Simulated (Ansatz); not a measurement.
SiNi$_{3}$

```
CELL_PARAMETERS angstrom
3.46113 0.00001 -0.00002
0.00001 3.46121 0.00001
-0.00002 0.00002 3.46104
ATOMIC_POSITIONS crystal
Si 0.50000 0.50000 0.50000
Ni 0.50000 0.00000 0.00000
Ni 0.00000 0.50000 0.00000
Ni 0.00000 0.00000 0.50000
```

Space group Pm-3m; changed on purpose from its base cell (all atoms moved at random, sigma 0.25 A a component, cell strained at random, sigma 0.1; relaxed back); computed without spin polarisation.

These are results of DFT PBEsol, scalar-relativistic, plane waves, PAW in Ansatz 0.2.0, not measurements.

**What can the converged valence pseudo-density and electron localisation function tell about the bonding?**

Si–Ni (2.45 Å): ρ at the midpoint is about 0.38 e/Å³; the ELF peaks at about 0.60 in the valence shell of Si, 0.9 Å from its nucleus, and is about 0.40 at the midpoint.

**Does the calculation make it a metal, or give it a gap?**

It is metallic or semimetallic at this level of theory: no gap opens.

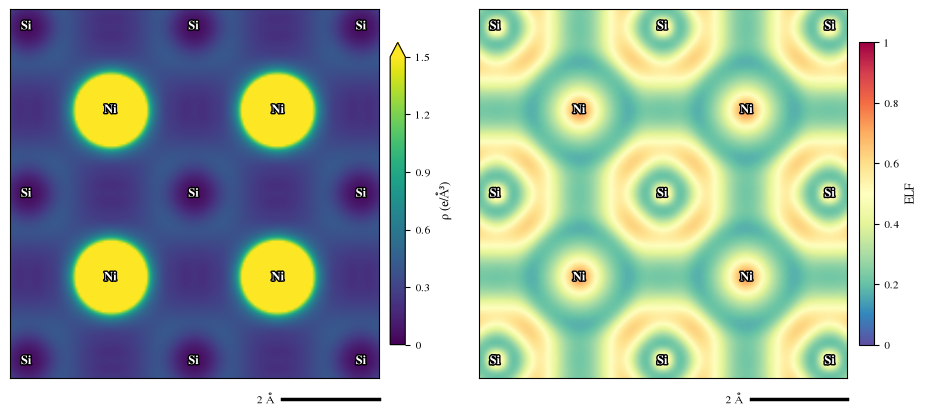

Computed valence pseudo-density and electron localisation function on the (100) plane of the conventional cell, in this order. 

Core electrons are frozen (PAW), and the valence fields are smoothed inside the atomic spheres.
